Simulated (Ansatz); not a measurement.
# Single-point calculation, with input and output: CdTe (part 1 of 2)

System: CdTe (slab, 10 atoms in the cell).
Method: DFT PBE, scalar-relativistic, plane waves, PAW, no spin polarisation (Ansatz 0.2.0).

The structure derives from an entry of the Crystallography Open Database. It belongs to a series of runs on one base structure; here: (1 1 0) slab cut from the bulk. Figures and captions count atoms from 1; the log counts them from 0 in places.

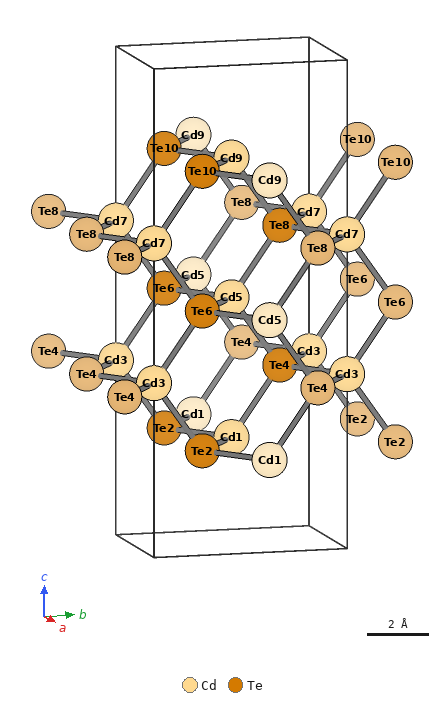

Fig. 1: The structure (ball-and-stick view of the cell of the calculation, with the vacuum cut short, seen slightly off an axis; neighbours outside the cell are drawn fainter; atoms are numbered from 1 in the order of the input). An atom can appear more than once, as a periodic image. Near neighbours in the periodic cell (some may lie outside the picture): Cd has 3 Te at 2.87 Å; Te has 3 Cd at 2.87 Å; Cd has 4 Te at 2.87 Å; Te has 4 Cd at 2.87 Å.

**Input file**
```yaml
crystal:
  lattice:
    - [4.6791895905, 0.0, 0.0]
    - [0.0, 6.6173733798, 0.0]
    - [0.0, 0.0, 24.358379181]
  atoms:
    - { symbol: Cd, position: [0.5, 0.5, 0.30790226] }
    - { symbol: Te, position: [0.0, 0.25, 0.30790226] }
    - { symbol: Cd, position: [0.0, 0.0, 0.40395113] }
    - { symbol: Te, position: [0.5, 0.75, 0.40395113] }
    - { symbol: Cd, position: [0.5, 0.5, 0.5] }
    - { symbol: Te, position: [0.0, 0.25, 0.5] }
    - { symbol: Cd, position: [0.0, 0.0, 0.59604887] }
    - { symbol: Te, position: [0.5, 0.75, 0.59604887] }
    - { symbol: Cd, position: [0.5, 0.5, 0.69209774] }
    - { symbol: Te, position: [0.0, 0.25, 0.69209774] }
basis:
  ecutwfc: 420
kpoints:
  mp_grid: { grid: [8, 5, 1] }
hamiltonian:
  xc: pbe
scf:
  occupations: { method: gaussian, width: 0.05 }
output:
  forces: true
  stress: true
  eigenvalues: true
  write_density: true
  write_potential: true
  elf: true
  volumetric_format: npy
efield:
  axis: 3
  dipole_correction: true
  ramp_width: 0.04
```

Hardware: 1 thread of Intel Xeon @ 2.50GHz (Skylake/Cascade Lake), 192 GiB of memory available, shared host.

Command:
```bash
ansatz run input.yaml --threads 1 --pin off --max-ram 2560MiB --backend cpu --events-out ev --progress --plain --runs-dir out
```

**Output**
```
Engine: ansatz 0.2.0, x86_64-unknown-linux-gnu
Pseudopotentials: kind: paw
Pseudopotential: Cd, paw, valence charge 20, recommended cutoff 420 eV (normal), Cd.paw.azcp
Pseudopotential: Te, paw, valence charge 16, recommended cutoff 420 eV (normal), Te.paw.azcp
Functional definition: PBE
  parameter kappa = 0.804
  parameter beta = 0.06672455060314922
  exchange = pbe_x(kappa = kappa, mu = beta*pi^2/3)
  correlation = pbe_c(beta = beta)
Crystal: 10 atoms, lattice volume = 754.232 Å³
Basis set: ecut = 420 eV, 14717 PW (Γ), exchange–correlation on 64×90×360 points (8 copies of the dense FFT grid, shifted against one another)
Bands: 108, of which v1, the nominal top of the filled ones, is band 90 counted from 1 (89 counted from 0)
Symmetry: 2 space group operations
k-points: 15 of 40 (time reversal used)
Non-local potential: Cd, projectors of the file, l = 0: 3, l = 1: 2, l = 2: 2, l = 3: 1
Non-local potential: Te, projectors of the file, l = 0: 2, l = 1: 2, l = 2: 2, l = 3: 2
PAW form: soft (Blöchl's): semilocal exchange-correlation on the pseudo side does not see the compensation charge
PAW one-centre angular grid: Cd, 590 points (default); XC on 64 Gauss nodes
PAW one-centre angular grid: Te, 590 points (default); XC on 64 Gauss nodes
Initial density: superposition of atomic densities (neutral atoms: chi_scale 0, normalization atom), corrected by the library's trained network
Initial wavefunctions: pseudopotential atomic-orbital guess
Functional: x = pbe(κ = 0.804, μ = 0.2195149727645171), c = pbe(β = 0.06672455060314922)
SCF iter   1: F=—  HF=-76175.055055 eV  |F-HF|=—  |Δ(HF+E_count)|=         —  Δρ=1.03e-3  dr2=3.19e-2  ethr=1.77e-3  p=0.000 e·Å  D=9.78e-14 V/Å  ΔV_dip=-0.00 eV  dr2_dipole=4.05e-7  V_vac-E_F(+/−)=4.61/4.61 eV  ⟨swp⟩=9.5  Hψ=7444  notcnv=0  defer=66
efield: sawtooth ramp at fractional position 0.9800 (placed from the atoms, in the widest stretch of the axis that holds none; the zero of the levels goes with the place), width 0.0400; the density the first Hamiltonian is built on has a dipole p = 0.000 e·Å; the dipole correction subtracts the counter field D = 9.78e-14 V/Å, which shifts the + side's vacuum level by -0.00 eV against the − side's; the planar-averaged density in the ramp window peaks in size at 1.3e-5 e/Å³
preconditioner: auto → Resta (q_TF=auto, 2.149 Å⁻¹)  ε∞=2.5  [insulator: Δε(μ)=0.679 eV  Ē_g=10.469 eV  σ=0.050 eV  W_gap=1.00  n_scr=130 (ndim 8)  ℏωp=12.8 eV  f_vac=0.535  D(μ)=0.00/eV (n_scr^D=0)  ε∞_Penn≈2.5  vacuum switching on, ρ_ref=7.9e-3 e/Å³]
SCF iter   2: F=—  HF=-76175.054208 eV  |F-HF|=—  |Δ(HF+E_count)|=   8.48e-4  Δρ=5.01e-4  dr2=6.91e-3  ethr=1.77e-5  p=-0.000 e·Å  D=-9.99e-5 V/Å  ΔV_dip=0.00 eV  dr2_dipole=1.41e-6  V_vac-E_F(+/−)=4.68/4.67 eV  ⟨swp⟩=2.1  Hψ=2430  notcnv=0  defer=165
SCF iter   3: F=—  HF=-76175.054120 eV  |F-HF|=—  |Δ(HF+E_count)|=   8.74e-5  Δρ=2.57e-4  dr2=1.19e-3  ethr=3.84e-6  p=0.000 e·Å  D=7.60e-5 V/Å  ΔV_dip=-0.00 eV  dr2_dipole=1.05e-6  V_vac-E_F(+/−)=4.62/4.63 eV  ⟨swp⟩=2.0  Hψ=1676  notcnv=0  defer=165
SCF iter   4: F=—  HF=-76175.054550 eV  |F-HF|=—  |Δ(HF+E_count)|=   4.30e-4  Δρ=9.10e-5  dr2=7.84e-5  ethr=6.63e-7  p=-0.000 e·Å  D=-1.04e-4 V/Å  ΔV_dip=0.00 eV  dr2_dipole=1.76e-6  V_vac-E_F(+/−)=4.62/4.62 eV  ⟨swp⟩=2.0  Hψ=2143  notcnv=0  defer=165
SCF iter   5: F=—  HF=-76175.054771 eV  |F-HF|=—  |Δ(HF+E_count)|=   2.21e-4  Δρ=3.53e-5  dr2=2.21e-5  ethr=4.35e-8  p=0.001 e·Å  D=1.99e-4 V/Å  ΔV_dip=-0.00 eV  dr2_dipole=6.52e-6  V_vac-E_F(+/−)=4.61/4.62 eV  ⟨swp⟩=2.0  Hψ=2118  notcnv=0  defer=166
SCF iter   6: F=—  HF=-76175.054790 eV  |F-HF|=—  |Δ(HF+E_count)|=   1.94e-5  Δρ=1.66e-5  dr2=2.32e-5  ethr=1.23e-8  p=-0.001 e·Å  D=-3.15e-4 V/Å  ΔV_dip=0.01 eV  dr2_dipole=1.62e-5  V_vac-E_F(+/−)=4.62/4.61 eV  ⟨swp⟩=2.0  Hψ=2094  notcnv=0  defer=166
SCF iter   7: F=—  HF=-76175.054788 eV  |F-HF|=—  |Δ(HF+E_count)|=   2.57e-6  Δρ=8.06e-6  dr2=7.51e-7  ethr=1.23e-8  p=0.000 e·Å  D=2.33e-5 V/Å  ΔV_dip=-0.00 eV  dr2_dipole=8.00e-8  V_vac-E_F(+/−)=4.61/4.61 eV  ⟨swp⟩=2.0  Hψ=1653  notcnv=0  defer=166
SCF iter   8: F=-76175.054789 eV  HF=-76175.054789 eV  |F-HF|=1.23e-7  |Δ(HF+E_count)|=   1.45e-6  Δρ=3.23e-6  dr2=9.97e-8  ethr=5.56e-11  p=0.000 e·Å  D=6.28e-7 V/Å  ΔV_dip=-0.00 eV  dr2_dipole=2.04e-10  V_vac-E_F(+/−)=4.61/4.61 eV  ⟨swp⟩=17.5  Hψ=13335  notcnv=0
SCF 1 converged in 8 iterations: F = -76175.054789 eV  dr2 = 9.97e-8
  greatest PAW one-centre occupation: 1.000 electrons in one spin orbital (limit 2), on the Cd atom at site 6 (counted from 0), in its partial waves of l = 0
```

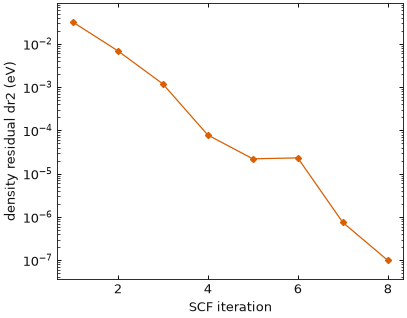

Fig. 2: Convergence of the self-consistent field: density residual dr2 against the SCF iteration. The residual falls almost steadily, with no more than small rises.

```
WARN: The output density's exchange-correlation potential varies sharply where the density is thin. Do not read a vacuum level from v_tot or v_xc, or from such a field of the output density. On a cell that repeats whose density bears no net charge and no dipole along the vacuum's axis use v_es (v_loc + v_h of the components); under efield.dipole_correction with no amplitude use v_es + v_field, which holds any external_charges[].barrier, or the levels of the report's work_function block, which leave it out; under a non-zero efield.amplitude the vacuum is tilted and has no level; on a cell that repeats and bears such a dipole with no correction it is tilted too, and efield.dipole_correction with no amplitude gives each side of its ramp a level where efield: is served; in a cell that repeats whose density bears a net charge (total_charge, or a fill off its count) it is curved and has none; of a slab under crystal.periodic whose density bears no net charge use v_es, which has a level on each side, short of where the two are joined; of another it falls or rises all the way out and has none; of a slab beside external_charges read slab_vacuum_level instead, which it has where they leave it neutral. The grid or the basis barely resolves most such structure, and the values can differ between equally converged runs; as a rule a tighter scf.convergence.dr2_threshold does not remove it. Where the density itself ripples (under the LDA too) a higher basis.ecutwfc lessens it. The files hold the spikes' plane waves up to the density's cutoff. Files: v_tot_of_output_density and the like, and their columns of v_z.tsv (output.write_potential); v_xc_of_output_density and the like, and their columns of v_comp_z.tsv (output.write_potential_components). Measured: with its Gaussian average of σ = 0.25 Å subtracted twice, the exchange-correlation potential is over 0.1 eV at 487 of the grid points where the equally averaged density (valence and model cores) is under 1e-3 e/Å³, and 0.320 eV at the most among them, at an averaged density of 9.4e-4 e/Å³. The input density's (outcome.potential() and, of a run that writes arrays, v_tot and v_xc) is over 0.1 eV, so measured, at 458 points of its own thin density, 0.322 eV at the most. See output.write_potential in the manual, Limitations
SCF converged after 8 iterations
Free energy (F): -76175.054789 eV
Harris-Foulkes:  -76175.054789 eV  (|F-HF|=1.23e-7)
Internal energy: -76175.054789 eV  (E = F + TS)
E sigma→0 (E₀):  -76175.054789 eV
Fermi energy:    0.935509 eV
Dipole field:    D = -0.000009 V/Å  (p = -0.000039 e·Å, saw-weighted, corrected)
Work function:   Φ+ = 4.6139 eV   Φ− = 4.6137 eV
Levels:          The Fermi level and band energies are counted from a zero that moves with the ramp; work functions are not
--- Per-component energies (eV) ---
  E_band       = -5148.245711
  E_kinetic    = 3420.650241
  E_local      = -134923.881176  (includes V_loc(G=0)·N_el)
  E_nonlocal   = -1384.006441
  E_hartree    = 66982.788869
  E_xc         = -1499.922717
  E_vxc        = -1621.489408  (∫ρ·V_xc dr)
  E_paw        = -43730.361484  (= ΣΔE_a)
  E_vpaw       = -4605.114215  (= ΣTr[D̂ρ^β])
  E_aug_tail   = -0.000794  (compensation charges beyond the density's cutoff)
  E_efield     = 0.000000  (sawtooth field / dipole correction)
  E_vefield    = 0.000000  (∫n·V_field dr)
  E_ewald      = 34959.678712
  E_smearing   = -0.000000  (= −TS)
  E_closure    = -0.000000  (closes the sum)
  Σ components = -76175.054789   (vs F -76175.054789, Δ=0.00e0)
--- Forces (eV/Å), atoms counted from 1 ---
  atom   1  Cd    -0.00000000    -0.73750784     0.71382138
  atom   2  Te    -0.00000000     0.33940317    -0.64447386
  atom   3  Cd     0.00000000     0.19484417     0.02003239
  atom   4  Te     0.00000000     0.28461463    -0.17839083
  atom   5  Cd    -0.00000000    -0.20514937    -0.00000579
  atom   6  Te     0.00000000     0.04246109     0.00000220
  atom   7  Cd     0.00000000     0.19484185    -0.02004409
  atom   8  Te     0.00000000     0.28461159     0.17839858
  atom   9  Cd    -0.00000000    -0.73750478    -0.71382929
  atom  10  Te     0.00000000     0.33939276     0.64447566
  max |Σ_I F_I| component: 1.37e-5 eV/Å
--- Stress (GPa, compression-positive) ---
       -0.483986      -0.000000      -0.000000
       -0.000000      -0.402122      -0.000005
       -0.000000      -0.000005       0.019366
  P = ⅓ Tr σ = -0.2889 GPa (-2.889 kbar)
--- Band table (eV; the first three rows and the last of 15) ---
  k-point 0: bands = ["-101.5421", "-101.5421", "-101.4567", "-101.3374", "-101.3374", "-62.6696", "-62.6696", "-62.5803", "-62.5803", "-62.5631", "-62.5631", "-62.5227", "-62.5217", "-62.5116", "-62.4047", "-62.4046", "-62.4019", "-62.4019", "-62.3909", "-62.3909", "-35.4093", "-35.4091", "-35.4027", "-35.4026", "-35.3991", "-35.3990", "-35.3847", "-35.3847", "-35.3806", "-35.3806", "-35.2481", "-35.2447", "-35.2379", "-35.2321", "-35.2320", "-34.9847", "-34.9847", "-34.9836", "-34.9835", "-34.8727", "-34.8727", "-34.8644", "-34.8644", "-34.8312", "-34.8312", "-10.1817", "-10.0291", "-9.8175", "-9.4438", "-9.4435", "-7.5398", "-7.5379", "-7.5297", "-7.5002", "-7.4991", "-7.4895", "-7.4730", "-7.4531", "-7.4459", "-7.4353", "-7.4099", "-7.4044", "-7.4015", "-7.3645", "-7.3607", "-7.3416", "-7.3238", "-7.2985", "-7.2400", "-7.2343", "-7.2236", "-7.2225", "-7.0742", "-6.9107", "-6.8515", "-3.3287", "-3.0293", "-2.5613", "-1.5648", "-1.4169", "-1.3088", "-0.9084", "-0.6037", "-0.4965", "-0.4648", "0.0564", "0.2977", "0.4245", "0.4689", "0.5748", "1.2963", "2.1357", "3.0934", "3.4351", "3.5843", "3.9153", "4.2970", "4.5438", "5.0707", "5.3987", "5.4146", "5.4185", "5.6339", "5.7141", "5.8858", "5.9152", "6.1779", "6.4963"]
```
